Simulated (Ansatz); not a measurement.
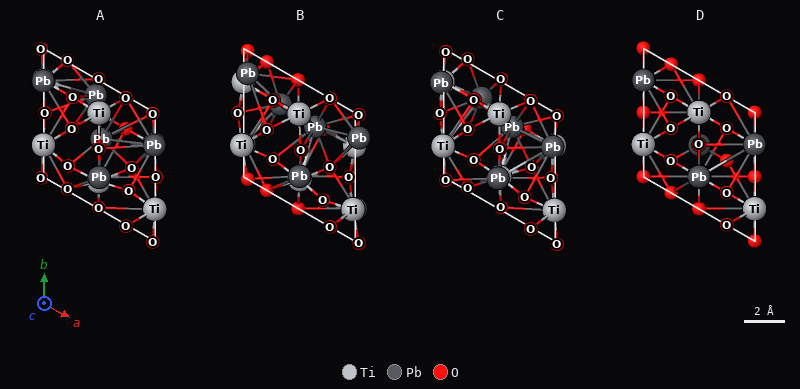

4 geometries from one relaxation of a defect cell of composition Ti$_{4}$Pb$_{5}$O$_{12}$, in shuffled order. The picture is a ball-and-stick view of the cell of the calculation (origin shifted), seen along the c axis.

It is an interstitial Pb in Pm-3m TiPbO3. The run prepares the start of a later molecular dynamics calculation, from a guessed geometry.

Theory: Ansatz 0.2.0, DFT PBEsol, scalar-relativistic, plane waves, PAW. Settings: plane-wave cutoff 420 eV; k-point mesh 2 × 2 × 2; occupations fermi dirac; smearing width 0.02 eV; no spin polarisation; atoms relaxed in a fixed cell; force threshold 0.08 eV/Å; at most 25 steps.

Put them in the order of the run, from the start to the converged end.

Answer. D, A, C, B. They are steps 0, 5, 10, 20, at +43.359 eV per cell of the calculation, +2.752 eV per cell of the calculation, +0.197 eV per cell of the calculation relative to the last. Over 19 accepted moves (20 points after the start) the energy falls by 43.359 eV per cell of the calculation. The largest force component goes from 43 to 0.045 eV/Å. The line search rejected the trial step at point 16 of the run. The largest moves, 1.23 Å, are those of Pb atoms. By element the largest moves are Pb 1.23 Å, O 0.42 Å, Ti 0.18 Å. The cell stays as it was. Some distances before and after: Pb–Ti 4.322 → 3.005 Å, Pb–Pb 3.965 → 2.759 Å, Pb–Ti 1.691 → 2.824 Å, O–Pb 1.728 → 2.767 Å. New bonds form: Pb–Pb (3.96 → 2.76 Å), Pb–Ti (4.32 → 3.01 Å). Bond angles that change, for instance: Ti–Pb–Pb 178.3° → 109.3°, Pb–Pb–Pb 100.3° → 164.5°, Ti–O–Pb 125.8° → 83.9°. Cost: 7.2 min on 2 threads of AMD EPYC 7571 (shared host), peak memory 0.86 GiB.

Limits of the set-up: the k-point mesh is coarse for a cell with partly filled bands; the program's low-accuracy preset was used; the periodic images lie only 6.9 Å apart, so the values are limited by the cell's size.
